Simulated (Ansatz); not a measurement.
**MgO: geometry relaxation (part 2 of 2)**

Continued. System: MgO (P6₃mc, 8 atoms in the cell). Method: DFT PBEsol, scalar-relativistic, plane waves, PAW, PAW set soft_1, no spin polarisation (Ansatz 0.2.0); cutoff 520 eV, 9×9×4 k-mesh, Gaussian smearing of 0.02 eV. The structure derives from a Materials Project entry.

Geometry of the input (Å; fractional positions):
```
3.2506  0.0000  0.0000
-1.6253  2.8151  0.0000
0.0000  0.0000  10.3863
Mg 0.3333  0.6667  0.9697
Mg 0.0000  0.0000  0.2210
Mg 0.0000  0.0000  0.7210
Mg 0.6667  0.3333  0.4697
O  0.3333  0.6667  0.7798
O  0.0000  0.0000  0.5295
O  0.0000  0.0000  0.0295
O  0.6667  0.3333  0.2798
```

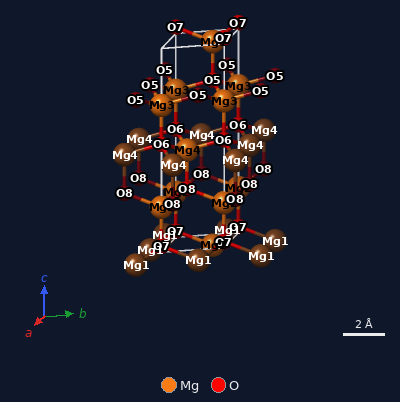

Figure 1. The geometry at step 3 of the log (ball-and-stick view of the cell of the calculation, seen slightly off an axis; neighbours outside the cell are drawn fainter; atoms are numbered from 1 in the order of the input).

```
basis re-selected at this cell: Δ(F+E_penalty+E_count) = -2.543e-5 eV, ΔP = +0.000 GPa vs the last step (what re-selecting the basis moved, of the pressure what is left beyond the Pulay correction that the steps carried, after the strain that the cell walked since its last selection, with what the two solves' SCF thresholds leave and, on support functions, any second-order correction that the steps lacked; it is no measure of the basis error at this ecutwfc). This SCF's stress stands 6.48e-3 GPa from its target on what of the cell is left free (relax.cell.stress_tol is 5.00e-2 GPa) and its largest allowed force component is 9.00e-4 eV/Å (relax.f_tol is 5.00e-3 eV/Å): within both
SCF converged after 6 iterations
Free energy (F): -9902.416318 eV
Harris-Foulkes:  -9902.416318 eV  (|F-HF|=2.73e-11)
Internal energy: -9902.416318 eV  (E = F + TS)
E sigma→0 (E₀):  -9902.416318 eV
Fermi energy:    6.258296 eV
--- Per-component energies (eV) ---
  E_band       = -1347.462895
  E_kinetic    = 963.785125
  E_local      = -7840.424390  (includes V_loc(G=0)·N_el)
  E_nonlocal   = 991.919292
  E_hartree    = 2690.102662
  E_xc         = -393.864174
  E_vxc        = -507.066593  (∫ρ·V_xc dr)
  E_paw        = -1784.250253  (= ΣΔE_a)
  E_vpaw       = -335.882379  (= ΣTr[D̂ρ^β])
  E_aug_tail   = 0.000907  (compensation charges beyond the density's cutoff)
  E_ewald      = -4530.062089
  E_core_change = 0.376601  (= ΣΔE_core)
  E_smearing   = -0.000000  (= −TS)
  E_closure    = 0.000000  (closes the sum)
  Σ components = -9902.416318   (vs F -9902.416318, Δ=0.00e0)
--- Forces (eV/Å), atoms counted from 1 ---
  atom   1  Mg     0.00000000     0.00000000     0.00002455
  atom   2  Mg    -0.00000000     0.00000000     0.00090004
  atom   3  Mg     0.00000000    -0.00000000     0.00090004
  atom   4  Mg     0.00000000    -0.00000000     0.00002455
  atom   5  O      0.00000000     0.00000000    -0.00053832
  atom   6  O     -0.00000000     0.00000000    -0.00038481
  atom   7  O      0.00000000    -0.00000000    -0.00038481
  atom   8  O      0.00000000    -0.00000000    -0.00053832
  max |Σ_I F_I| component: 2.91e-6 eV/Å
--- Stress (GPa, compression-positive) ---
        0.006483       0.000000      -0.000000
        0.000000       0.006483      -0.000000
       -0.000000      -0.000000       0.003650
  P = ⅓ Tr σ = 0.0055 GPa (0.055 kbar)
--- Band table (eV; the first three rows and the last of 36) ---
  k-point 0: bands = ["-66.6811", "-66.6806", "-66.6762", "-66.6756", "-33.6646", "-33.6439", "-33.6412", "-33.6230", "-33.6230", "-33.6213", "-33.6213", "-33.6203", "-33.6164", "-33.6164", "-33.6148", "-33.6148", "-11.3673", "-11.0225", "-11.0082", "-10.6361", "1.4072", "2.5907", "2.6533", "4.1792", "4.1792", "4.2791", "4.2791", "4.3002", "4.3002", "4.4044", "4.4044", "4.5273", "7.9893", "10.3333", "10.4431", "13.0544", "14.2564", "17.2437", "17.7279", "18.8669"]
  k-point 1: bands = ["-66.6811", "-66.6807", "-66.6761", "-66.6757", "-33.6629", "-33.6511", "-33.6340", "-33.6228", "-33.6228", "-33.6220", "-33.6216", "-33.6216", "-33.6161", "-33.6161", "-33.6150", "-33.6150", "-11.3414", "-11.1531", "-10.8736", "-10.6661", "1.4901", "2.1183", "3.2045", "4.1874", "4.1874", "4.2458", "4.2458", "4.3118", "4.3341", "4.3341", "4.3956", "4.3956", "8.2348", "9.5849", "11.1886", "12.6581", "14.6846", "16.4122", "18.6346", "18.9353"]
  k-point 2: bands = ["-66.6809", "-66.6809", "-66.6759", "-66.6759", "-33.6582", "-33.6582", "-33.6268", "-33.6268", "-33.6223", "-33.6223", "-33.6223", "-33.6223", "-33.6155", "-33.6155", "-33.6155", "-33.6155", "-11.2668", "-11.2668", "-10.7503", "-10.7503", "1.7327", "1.7327", "3.8047", "3.8047", "4.2108", "4.2108", "4.2108", "4.2108", "4.3707", "4.3707", "4.3707", "4.3707", "8.8324", "8.8324", "11.9565", "11.9565", "15.4833", "15.4833", "19.1303", "19.1303"]
  k-point 35: bands = ["-66.6784", "-66.6784", "-66.6741", "-66.6741", "-33.6535", "-33.6535", "-33.6508", "-33.6508", "-33.6407", "-33.6407", "-33.6342", "-33.6342", "-33.6304", "-33.6304", "-33.6283", "-33.6283", "-10.5169", "-10.5169", "-10.5102", "-10.5102", "2.1307", "2.1307", "2.4350", "2.4350", "2.7268", "2.7268", "2.9267", "2.9267", "3.9474", "3.9474", "3.9991", "3.9991", "12.3529", "12.3529", "12.9581", "12.9581", "14.5423", "14.5423", "15.1959", "15.1959"]
--- Relaxed structure (3 steps of the walk, 3 accepted, 1 SCFs on fresh bases) ---
  F+E_penalty+E_count = -9902.41631831 eV   max|allowed force component| = 8.997e-4 eV/Å   (the final SCF, on the basis selected at the relaxed cell)
  cell:  # Å, volume = 95.5966 Å³
    - [3.255403447020031, 0.0, 0.0]
    - [-1.6277017235100155, 2.819262084686776, 0.0]
    - [0.0, 0.0, 10.416029954711663]
  atoms:
    - { symbol: Mg, position: [0.33333333333333326, 0.6666666666666665, 0.9695925586843905] }
    - { symbol: Mg, position: [-2.9843921409302617e-34, -2.907609165836405e-34, 0.2209429154841151] }
    - { symbol: Mg, position: [4.057719158227163e-35, 3.4777286101180527e-34, 0.720942915484115] }
    - { symbol: Mg, position: [0.6666666666666666, 0.33333333333333326, 0.46959255868439065] }
    - { symbol: O, position: [0.33333333333333326, 0.6666666666666665, 0.77992038969863] }
    - { symbol: O, position: [2.496109342550925e-36, 7.411552775661425e-35, 0.5295423161328643] }
    - { symbol: O, position: [7.538365506546886e-35, -1.7103583328449443e-35, 0.029542316132864205] }
    - { symbol: O, position: [0.6666666666666666, 0.33333333333333326, 0.27992038969863003] }
```

**Trajectory as extended XYZ (Å, eV, eV/Å), 4 frames, from step=1 to step=4**
```
8
Lattice="3.2506 0.0000 0.0000 -1.6253 2.8151 0.0000 0.0000 0.0000 10.3863" Properties=species:S:1:pos:R:3:forces:R:3 step=1 energy=-9902.41507 pressure_GPa=0.70
Mg    0.0000    1.8767   10.0712    0.0000   0.0000   0.0016
Mg    0.0000    0.0000    2.2954    0.0000   0.0000   0.0058
Mg    0.0000    0.0000    7.4886    0.0000   0.0000   0.0058
Mg    1.6253    0.9384    4.8781    0.0000   0.0000   0.0016
O     0.0000    1.8767    8.0997    0.0000   0.0000  -0.0019
O     0.0000    0.0000    5.4995    0.0000   0.0000  -0.0054
O     0.0000    0.0000    0.3063    0.0000   0.0000  -0.0054
O     1.6253    0.9384    2.9065    0.0000   0.0000  -0.0019
8
Lattice="3.2526 0.0000 0.0000 -1.6263 2.8168 0.0000 0.0000 0.0000 10.4000" Properties=species:S:1:pos:R:3:forces:R:3 step=2 energy=-9902.41592 pressure_GPa=0.39
Mg    0.0000    1.8779   10.0841    0.0000   0.0000   0.0016
Mg    0.0000    0.0000    2.2982    0.0000   0.0000   0.0021
Mg    0.0000    0.0000    7.4982    0.0000   0.0000   0.0021
Mg    1.6263    0.9389    4.8841    0.0000   0.0000   0.0016
O     0.0000    1.8779    8.1107    0.0000   0.0000  -0.0009
O     0.0000    0.0000    5.5070    0.0000   0.0000  -0.0028
O     0.0000    0.0000    0.3070    0.0000   0.0000  -0.0028
O     1.6263    0.9389    2.9107    0.0000   0.0000  -0.0009
8
Lattice="3.2554 0.0000 0.0000 -1.6277 2.8193 0.0000 0.0000 0.0000 10.4160" Properties=species:S:1:pos:R:3:forces:R:3 step=3 energy=-9902.41629 pressure_GPa=0.01
Mg    0.0000    1.8795   10.0993    0.0000   0.0000   0.0000
Mg    0.0000    0.0000    2.3013    0.0000   0.0000   0.0009
Mg    0.0000    0.0000    7.5094    0.0000   0.0000   0.0009
Mg    1.6277    0.9398    4.8913    0.0000   0.0000   0.0000
O     0.0000    1.8795    8.1237    0.0000   0.0000  -0.0005
O     0.0000    0.0000    5.5157    0.0000   0.0000  -0.0004
O     0.0000    0.0000    0.3077    0.0000   0.0000  -0.0004
O     1.6277    0.9398    2.9157    0.0000   0.0000  -0.0005
8
Lattice="3.2554 0.0000 0.0000 -1.6277 2.8193 0.0000 0.0000 0.0000 10.4160" Properties=species:S:1:pos:R:3:forces:R:3 step=4 energy=-9902.41632 pressure_GPa=0.01
Mg    0.0000    1.8795   10.0993    0.0000   0.0000   0.0000
Mg    0.0000    0.0000    2.3013    0.0000   0.0000   0.0009
Mg    0.0000    0.0000    7.5094    0.0000   0.0000   0.0009
Mg    1.6277    0.9398    4.8913    0.0000   0.0000   0.0000
O     0.0000    1.8795    8.1237    0.0000   0.0000  -0.0005
O     0.0000    0.0000    5.5157    0.0000   0.0000  -0.0004
O     0.0000    0.0000    0.3077    0.0000   0.0000  -0.0004
O     1.6277    0.9398    2.9157    0.0000   0.0000  -0.0005
```

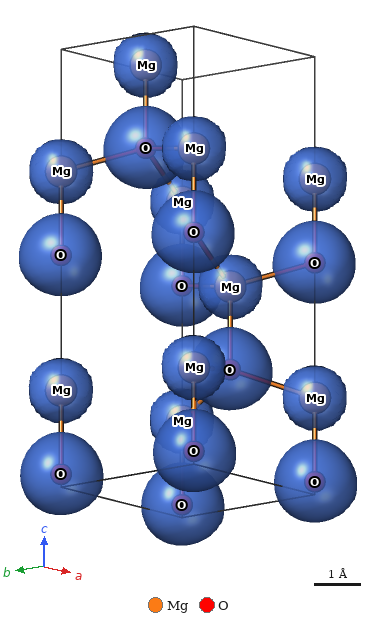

Figure 2. Isosurface of the valence charge density (pseudo) at 0.5 e/Å³ (blue), seen at an oblique angle. Sticks mark near contacts. The outline is the cell set on symmetry axes. At this value the density breaks into separate islands; it holds about 85 % of the electrons treated as valence (semicore included). It is pinched off along the Mg–O (1.98 Å) contacts. On the grid the lowest density along these lines, outside the cores, is 0.37 e/Å³ (Mg–O, 1.98 Å). Core electrons are frozen (PAW), so the fields are smoothed inside the atomic spheres.

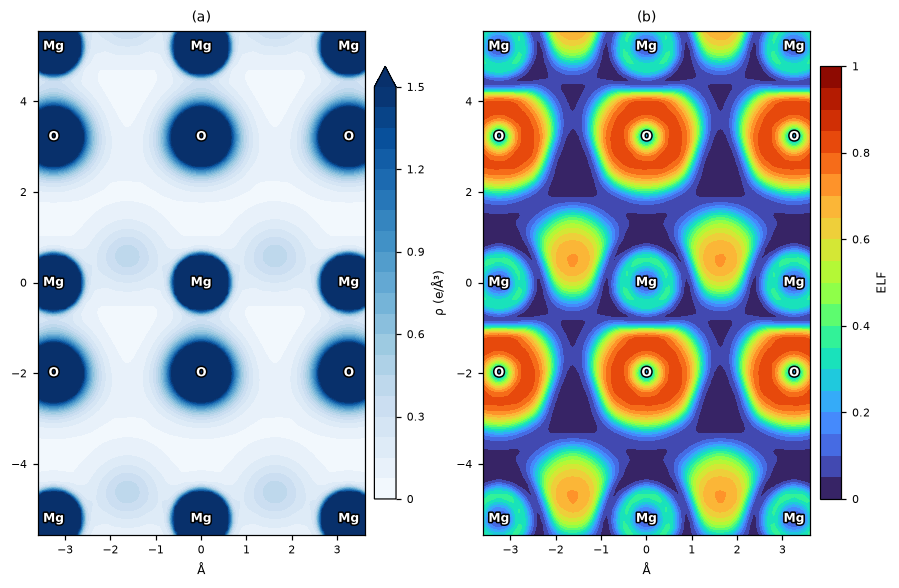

Figure 3. (a) valence electron density; (b) electron localisation function on the (100) plane of the conventional cell. Atoms in the plane: Mg and O. Mg–O (1.99 Å): ρ at the midpoint is about 0.45 e/Å³; the ELF is about 0.40 at the midpoint. Away from the nuclei the density in this plane falls to 0.04 e/Å³ at its lowest.
